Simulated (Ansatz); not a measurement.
# BP: geometry relaxation (part 1 of 7)

BP (14 atoms in the cell), computed with DFT PBE, scalar-relativistic, plane waves, PAW, spin-polarised (Ansatz 0.2.0).

The structure derives from an entry of the Crystallography Open Database. The run did not end well. It belongs to a series of runs on one base structure; here: cluster of 14 atoms cut as a sphere about cell point 3/8, atoms shaken. Figures and captions count atoms from 1; the log counts them from 0 in places.

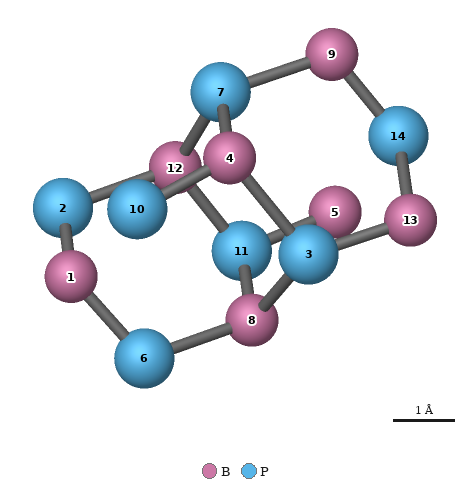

Fig. 1: The structure as given in the input (ball-and-stick view of the molecule without its box, seen at a tilt; atoms are numbered from 1 in the order of the input). An atom can appear more than once, as a periodic image.

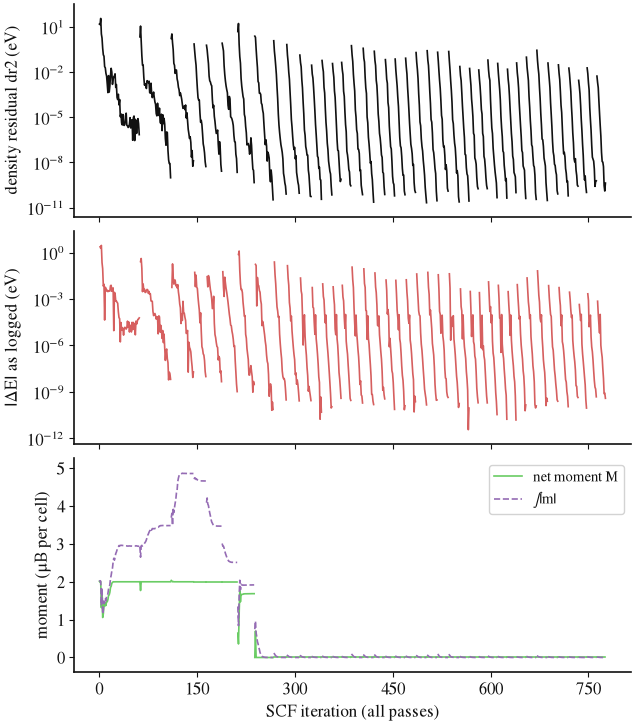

Fig. 2: Convergence of the self-consistent field: density residual dr2, size of the energy change and magnetic moment against the SCF iteration. The dotted lines part the SCF passes of the relaxation: geometry steps, rejected trials and re-solves on a re-selected basis. The 40 passes take 13 to 62 iterations each, 776 in all. The net moment goes from 2.0 to 0.0 μB per cell, and ∫|m| falls to zero.

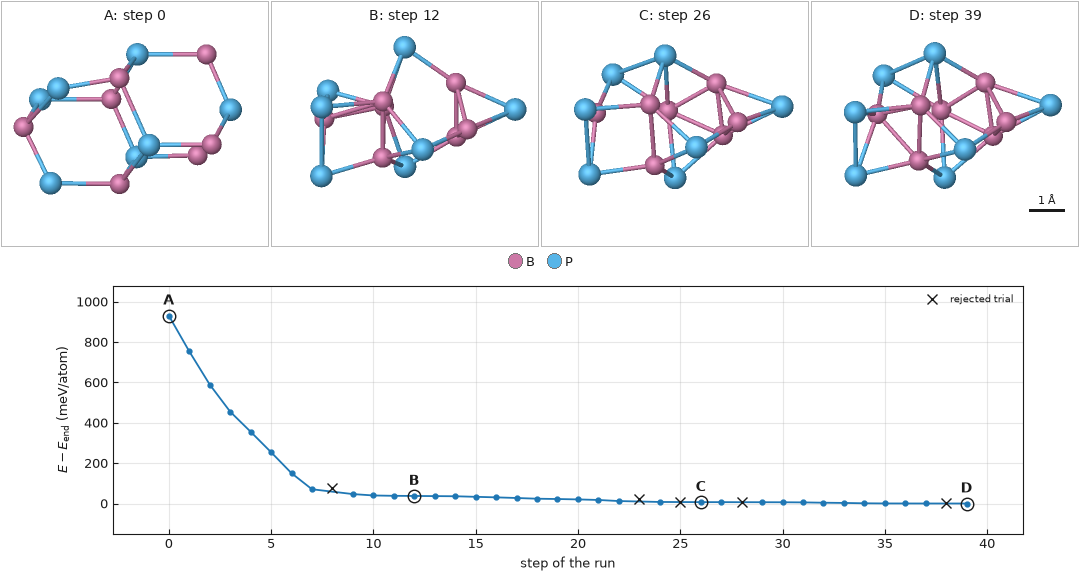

Fig. 3: Frames of the relaxation (ball-and-stick view of the molecule without its box, seen at a tilt) above the curves, on which the letters mark them (the first geometry is step 0 here and step 1 in the log).

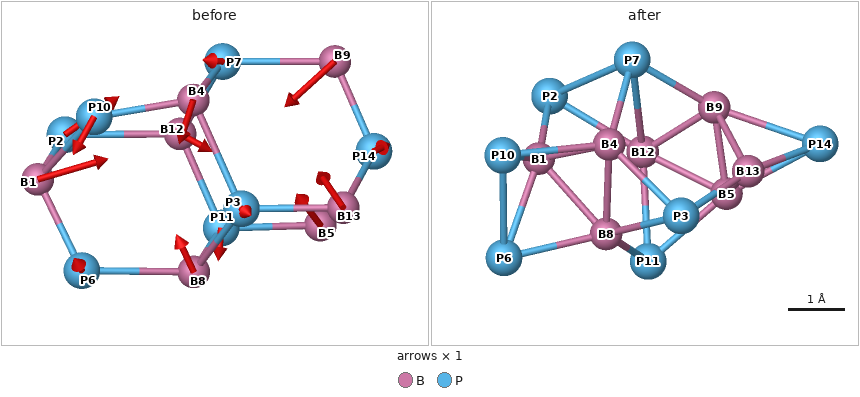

Fig. 4: Before (left) and after (right) the relaxation, at one scale (ball-and-stick view of the molecule without its box, seen at a tilt). The red arrows give the displacements, at true length. The relaxation stopped without meeting its thresholds, so the last structure isn't shown to be converged. Over 39 geometry steps the energy falls by 13.036 eV. The largest force component goes from 2.9 to 0.031 eV/Å. The line search rejected the trial steps at points 8, 23, 25, 28, 38 (counted from 0) and went back. B1 moves most after the best rigid fit: 1.34 Å. Largest moves by element: B 1.34 Å, P 1.23 Å. Among the contacts that change: B5–B9 3.351 → 1.641 Å, B5–B13 3.492 → 1.840 Å, B1–B4 3.422 → 1.781 Å, B9–B12 3.290 → 1.742 Å. New bonds form: B1–B4 (3.42 → 1.78 Å), B1–B8 (3.28 → 1.84 Å), B4–B8 (3.43 → 1.91 Å), B5–B12 (3.05 → 1.73 Å). Among the angles that change: B1–P10–B4 117.1° → 53.1°, P3–B13–P14 107.0° → 170.2°, B9–P7–B12 109.4° → 47.4°. (Atoms are counted from 1 in the order of the input.)

The input and output of the run follow.

Input:
```yaml
crystal:
  lattice:
    - [14.2, 0.0, 0.0]
    - [0.0, 14.5, 0.0]
    - [0.0, 0.0, 14.8]
  atoms:
    - { symbol: B, position: [0.3892661288, 0.3708441603, 0.3734387717], spin: 0.4 }
    - { symbol: P, position: [0.4555447296, 0.4480786704, 0.3122158251], spin: 0.4 }
    - { symbol: P, position: [0.4691173217, 0.4650775379, 0.6130270852], spin: 0.4 }
    - { symbol: B, position: [0.3779849298, 0.5456852122, 0.5283614513], spin: 0.4 }
    - { symbol: B, position: [0.7096785181, 0.5317626132, 0.5245157528], spin: 0.4 }
    - { symbol: P, position: [0.457205792, 0.3036943231, 0.4569278938], spin: 0.4 }
    - { symbol: P, position: [0.4640691643, 0.620571723, 0.4582781212], spin: 0.4 }
    - { symbol: B, position: [0.5509128155, 0.3808047859, 0.5309832427], spin: 0.4 }
    - { symbol: B, position: [0.5460653999, 0.6973198579, 0.5418629866], spin: 0.4 }
    - { symbol: P, position: [0.3107527795, 0.4597700101, 0.4650206628], spin: 0.4 }
    - { symbol: P, position: [0.6261632206, 0.458787523, 0.46308167], spin: 0.4 }
    - { symbol: B, position: [0.5443656533, 0.5285092346, 0.3933026973], spin: 0.4 }
    - { symbol: B, position: [0.5375371188, 0.5348238099, 0.692974863], spin: 0.4 }
    - { symbol: P, position: [0.6137871989, 0.6289299628, 0.6174210706], spin: 0.4 }
basis:
  ecutwfc: 420
kpoints:
  mp_grid: { grid: [1, 1, 1] }
hamiltonian:
  xc: pbe
scf:
  occupations: { method: gaussian, width: 0.05 }
  lower_state_search: "off"
output:
  forces: true
  eigenvalues: true
  populations: true
  write_density: true
  write_potential: true
  elf: true
  volumetric_format: npy
magnetization:
  spin_polarized: true
relax:
  adjacent_minimum: "off"
  f_tol: 0.03
  max_steps: 40
```

Launch command:
```bash
ansatz run input.yaml --threads 4 --pin off --max-ram 11264MiB --backend cpu --events-out ev --progress --plain --runs-dir out
```

The program's output:
```
Engine: ansatz 0.2.0, x86_64-unknown-linux-gnu
Pseudopotentials: kind: paw
Pseudopotential: B, paw, valence charge 3, recommended cutoff 420 eV (normal), B.paw.azcp
Pseudopotential: P, paw, valence charge 5, recommended cutoff 420 eV (normal), P.paw.azcp
Functional definition: PBE
  parameter kappa = 0.804
  parameter beta = 0.06672455060314922
  exchange = pbe_x(kappa = kappa, mu = beta*pi^2/3)
  correlation = pbe_c(beta = beta)
Crystal: 14 atoms, lattice volume = 3047.320 Å³
Basis set: ecut = 420 eV, 59527 PW (Γ), exchange–correlation on 192×200×200 points (8 copies of the dense FFT grid, shifted against one another)
Bands: 45, of which v1, the nominal top of the filled ones, is band 28 counted from 1 (27 counted from 0)
Symmetry: 1 space group operations
Space group: P1 (ITA 1), of the structure as read, at distance tolerance 1.4e-4 Å
Magnetic group: BNS 1.1 (UNI 1), of the structure as read, at distance tolerance 1.4e-4 Å
k-points: 1
Non-local potential: B, projectors of the file, l = 0: 2, l = 1: 2, l = 2: 1
Non-local potential: P, projectors of the file, l = 0: 2, l = 1: 2, l = 2: 2
PAW form: soft (Blöchl's): semilocal exchange-correlation on the pseudo side does not see the compensation charge
PAW one-centre angular grid: B, 110 points (default); XC on 64 Gauss nodes
PAW one-centre angular grid: P, 110 points (default); XC on 64 Gauss nodes
Initial density: superposition of atomic densities (neutral atoms: chi_scale 0, normalization atom)
Starting moments: Σ|m| = 5.6 μB on 14 of 14 sites
Initial wavefunctions: pseudopotential atomic-orbital guess
Functional: x = pbe(κ = 0.804, μ = 0.2195149727645171), c = pbe(β = 0.06672455060314922)
```
